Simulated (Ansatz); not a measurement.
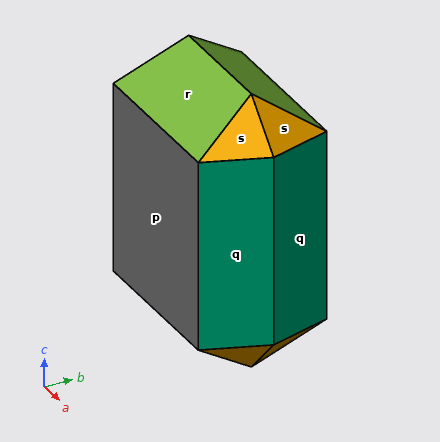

Crystal habit computed by the BFDH rule (growth rate of a face proportional to 1/d, systematic absences taken into account). This is a geometric estimate, not an energy calculation. Faces of one form share a colour. Cell of Ru: space group Cmcm (No. 63), a = 2.740 Å, b = 8.033 Å, c = 2.716 Å, α = 90.00°, β = 90.00°, γ = 90.00°. Source: coordinates from a relaxation with Ansatz 0.2.0, DFT, revPBE, plane waves (420 eV) with PAW, scalar-relativistic; the starting structure was generated, so it need not be a known form of this composition. Forms under 0.4 % of the area are left out.

### Index the forms that can be seen.

grey (p): {020} (d = 4.02 Å, 36 % of the area); teal (q): {110} (d = 2.59 Å, 29 % of the area); green (r): {021} (d = 2.25 Å, 25 % of the area); yellow (s): {111} (d = 1.88 Å, 9 % of the area).
